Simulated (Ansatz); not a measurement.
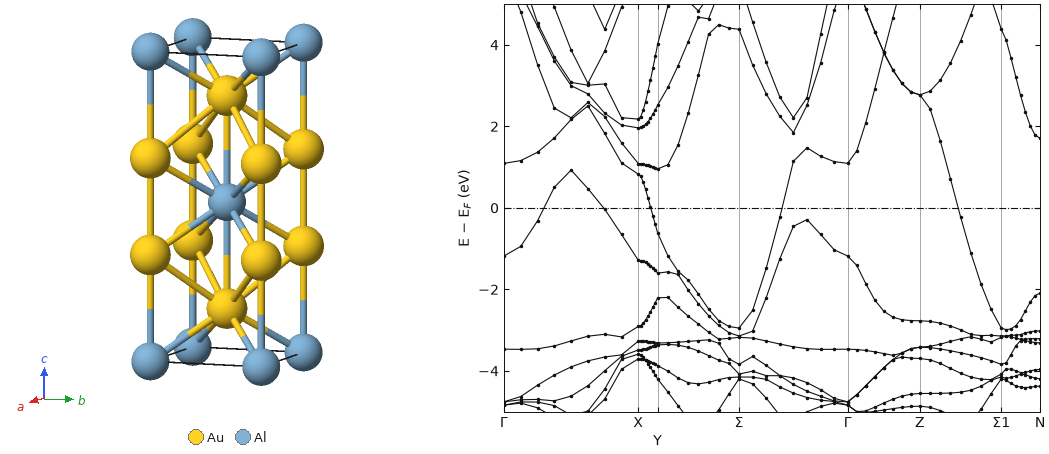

Band structure, beside the structure. Energies are counted from the Fermi level. The path runs straight from each named point to the next.

Input of the run:

```yaml
crystal:
  lattice:
    - [-1.671514475, 1.671514475, 4.39907524]
    - [1.671514475, -1.671514475, 4.39907524]
    - [1.671514475, 1.671514475, -4.39907524]
  atoms:
    - { symbol: Au, position: [0.3437272, 0.3437272, 0.0] }
    - { symbol: Au, position: [0.6562728, 0.6562728, 0.0] }
    - { symbol: Al, position: [0.0, 0.0, 0.0] }
kpoints:
  mp_grid: { grid: [11, 11, 11] }
  band_path:
    path:
      - [0.0, 0.0, 0.0]
      - [0.0, 0.0, 0.5]
      - [-0.0721884153, 0.0721884153, 0.5]
      - [-0.2860942076, 0.2860942076, 0.2860942076]
      - [0.0, 0.0, 0.0]
      - [0.5, 0.5, -0.5]
      - [0.2860942076, 0.7139057924, -0.2860942076]
      - [0.0, 0.5, 0.0]
    npoints: 8
scf:
  occupations: { method: fermi_dirac, width: 0.05 }
hamiltonian:
  xc: pbesol
  pseudopotentials:
    kind: all_electron
    lapw: { basis_error: 0.002 }
    dirac_shells: { Al: ["2p"], Au: ["4p", "4d"] }
output:
  forces: true
  stress: true
  eigenvalues: true
```

System: Au₂Al, space group I4/mmm (No. 139), 3 atoms in the primitive cell.

Computed with Ansatz 0.2.0: PBEsol, all-electron LAPW, inner shells corrected to Dirac's equation, no spin polarisation, no spin-orbit coupling, 11×11×11 k mesh, Fermi-Dirac smearing of 0.05 eV.

Question: Is there a gap at the Fermi level?

Answer: A metal: 2 bands cross the Fermi level along this path.

Question: Which levels at Γ lie nearest to the Fermi level?

Answer: At Γ the nearest levels lie 1.18 eV below and 1.09 eV above the Fermi level.

Question: On which lines of the path do bands cross the Fermi level?

Answer: Bands cross the Fermi level on Γ–X, X–Y, Σ–Γ and Z–Σ1, and not on Y–Σ, Γ–Z and Σ1–N.

Spin-orbit coupling is left out, which matters for Au. The cell comes from a database of computed structures, and whether it is the stable form of this composition wasn't checked. Bands are joined in order of energy, so crossings between the computed points show as kinks or gaps. In reduced coordinates of the cell that was run, X is (0, 0, 0.5), Y is (−0.072, 0.072, 0.5), Σ is (−0.286, 0.286, 0.286), Z is (0.5, 0.5, −0.5), Σ1 is (0.286, 0.714, −0.286) and N is (0, 0.5, 0).
